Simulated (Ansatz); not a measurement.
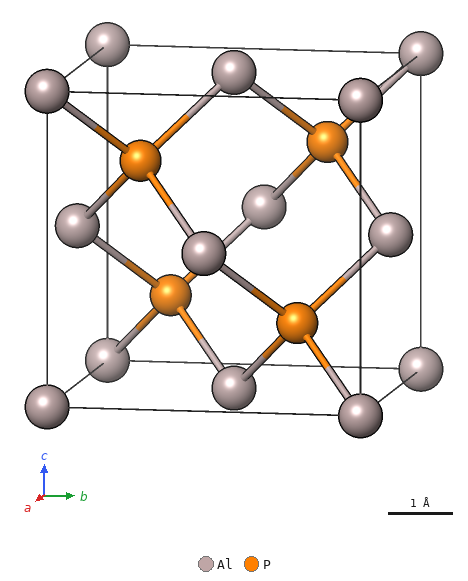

Lattice vibrations of solid AlP relaxed at 40 GPa, space group F-43m (No. 216), at the zone centre. A ball-and-stick model of the conventional cell (4 times the calculation's cell), seen slightly off an axis. Lengths and directions refer to the drawn axes.

The calculation used DFT PBEsol, scalar-relativistic, plane waves, PAW in Ansatz. (plane-wave cutoff 420 eV; k-point mesh 10 × 10 × 10; occupations fixed; target pressure 40 GPa; no spin polarisation)

Frequencies are those without the non-analytic (LO–TO) term.

Q: Give the spectrum at this point.

A: The calculation's cell holds 2 atoms, so there are 3 optical modes, in 1 level. The optical modes span T₂. No level is unstable.

| level | symmetry | frequency (cm⁻¹) | activity |
| --- | --- | --- | --- |
| 1 | T₂ | 594 | infrared- and Raman-active |

The displacement patterns (one member of each degenerate set):

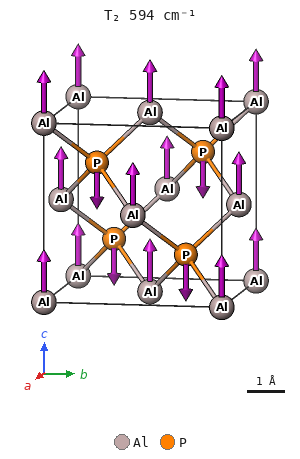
